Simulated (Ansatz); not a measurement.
Consider Ti₄C₃.

Input file:

```
crystal:
  lattice:
    - [1.5316798473, 0.8843157721, 9.6795581383]
    - [-1.5316798473, 0.8843157721, 9.6795581383]
    - [0.0, -1.7686315443, 9.6795581383]
  atoms:
    - { symbol: Ti, position: [0.1222020319, 0.1222020319, 0.1222020319] }
    - { symbol: Ti, position: [0.626051182, 0.626051182, 0.626051182] }
    - { symbol: Ti, position: [0.8777979681, 0.8777979681, 0.8777979681] }
    - { symbol: Ti, position: [0.373948818, 0.373948818, 0.373948818] }
    - { symbol: C, position: [0.753229028, 0.753229028, 0.753229028] }
    - { symbol: C, position: [0.0, 0.0, 0.0] }
    - { symbol: C, position: [0.246770972, 0.246770972, 0.246770972] }
basis:
  ecutwfc: 420
kpoints:
  mp_grid: { grid: [12, 12, 12] }
hamiltonian:
  xc: pbe
scf:
  occupations: { method: gaussian, width: 0.1 }
output:
  forces: true
  stress: true
  eigenvalues: true
  write_density: true
  write_potential: true
  elf: true
  volumetric_format: npy
relax:
  adjacent_minimum: "off"
  f_tol: 0.01
  max_steps: 30
  cell: { stress_tol: 0.1, fix: [volume] }
```

Command:

```sh
ansatz run input.yaml --threads 1 --pin off --max-ram 2560MiB --backend cpu --events-out ev --progress --plain --runs-dir out
```

Below, planes, directions and counts refer to the conventional cell (a = 3.07 Å, b = 3.07 Å, c = 28.93 Å, α = 90.00°, β = 90.00°, γ = 120.00°).

The fields are those of the run's last geometry, not of the input's.

Space group R-3m; a generated structure, not necessarily the stable one; changed on purpose from its base cell (volume × 0.97, shape and atoms relaxed); computed pressure about 6 GPa in this cell; computed without spin polarisation.

Level of theory: DFT PBE, scalar-relativistic, plane waves, PAW (Ansatz).

Predict the valence pseudo-density and electron localisation function between the atoms.

Ti–C (2.06 Å): the density is about 0.63 e/Å³ at the midpoint; the ELF peaks at about 0.80 in the valence shell of C, 0.7 Å from its nucleus, and is about 0.30 at the midpoint.
Ti–C (2.13 Å): the density is about 0.54 e/Å³ at the midpoint; the ELF peaks at about 0.80 in the valence shell of C, 0.7 Å from its nucleus, and is about 0.25 at the midpoint.
Ti–C (2.22 Å): ρ is about 0.45 e/Å³ halfway; the ELF peaks at about 0.80 in the valence shell of C, 0.7 Å from its nucleus, and is about 0.25 at the midpoint.

Metal or insulator at this level of theory?

It is metallic or semimetallic at this level of theory: no gap opens.

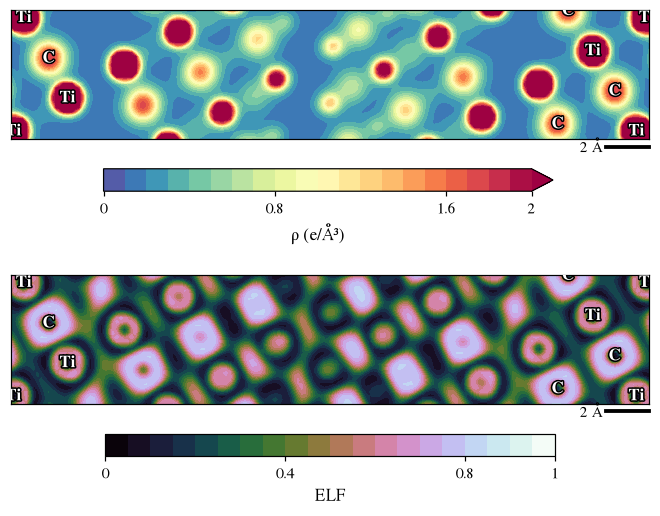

Computed valence pseudo-density and electron localisation function on the (111) plane of the conventional cell, in this order. Atoms just off the plane (Ti, 0.3 Å away and C, 0.3 Å away) can leave unmarked features too.

The density is the valence pseudo-density of a PAW calculation; it isn't the true density close to the nuclei.
